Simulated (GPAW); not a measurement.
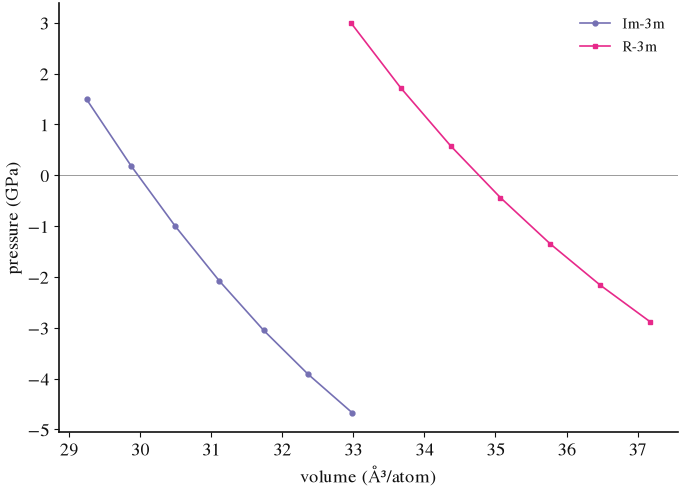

The plot gives the computed pressure against volume, with one curve for each structure, for Bi.

Method: PAW DFT in plane waves, on a grid or in atomic orbitals, no spin polarisation; energies at scaled volumes of the given cell, shape and fractions fixed, counted from the fit's minimum, third-order Birch-Murnaghan fit (GPAW 26.7.0). Level: PBEsol.

| setting | value |
| --- | --- |
| occupations | Fermi–Dirac |
| smearing width | 0.05 eV |
| potentials | PAW data sets made by gpaw setup for the functional |
| wave cutoff | 600 eV |

Settings that differ: Im-3m: k mesh 9×9×9; R-3m: k mesh 7×7×7.

**Order the curves by fitted equilibrium volume, smallest first.**

Im-3m 29.980, R-3m 34.772 Å³/atom.

**Order the curves by fitted bulk modulus, smallest first.**

R-3m 50.0, Im-3m 59.7 GPa.

Note: spin-orbit coupling left out, heavy elements.

The computed values:

Im-3m:
```
volume (Å³/atom)  pressure (GPa)
           29.25            1.49
           29.87            0.19
           30.49           -1.00
           31.12           -2.08
           31.74           -3.05
           32.36           -3.91
           32.98           -4.67
```

R-3m:
```
volume (Å³/atom)  pressure (GPa)
           32.97            3.00
           33.67            1.72
           34.37            0.58
           35.07           -0.44
           35.77           -1.35
           36.47           -2.16
           37.17           -2.88
```
